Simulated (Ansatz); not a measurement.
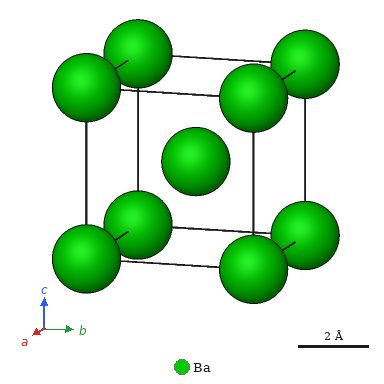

View slightly off an axis, drawn as a spheres-only model. The conventional unit cell is outlined; an atom on or near a face, edge or corner is repeated at each equivalent position.

Ba, body-centred cubic (W type), space group Im-3m (No. 229), a = 5.020 Å, b = 5.020 Å, c = 5.020 Å, α = 90.00°, β = 90.00°, γ = 90.00°. The initial geometry was the standard structure of this element. Earlier steps of the study may have refined or changed the cell and positions. Ansatz was used for an electronic-structure calculation on it.

This one geometry was computed with Ansatz (DFT, plane waves, PAW) at four levels of theory: LDA, PBEsol, PBE and r2SCAN.

Which level gives the highest pressure at this volume, and what does that say about its equilibrium volume?

Answer. Highest: PBE (0.0 GPa) and r2SCAN (0.2 GPa), which points to the largest equilibrium volume. Lowest, with the smallest volume: LDA (-1.3 GPa). Levels within 0.5 GPa of each other can't be told apart.

How does the band gap change with the level of theory?

Answer. All levels give a metal.

Collect the results in a table.

Answer.
| level | cutoff (eV) | k-mesh of the run's cell | gap (eV) | pressure (GPa) |
| --- | --- | --- | --- | --- |
| LDA | 600 | 12×12×12 | metal | -1.3 |
| PBEsol | 420 | 12×12×12 | metal | -0.7 |
| PBE | 600 | 12×12×12 | metal | 0.0 |
| r2SCAN | 600 | 12×12×12 | metal | 0.2 |

Gaps are taken on the k-mesh or band path of each run.
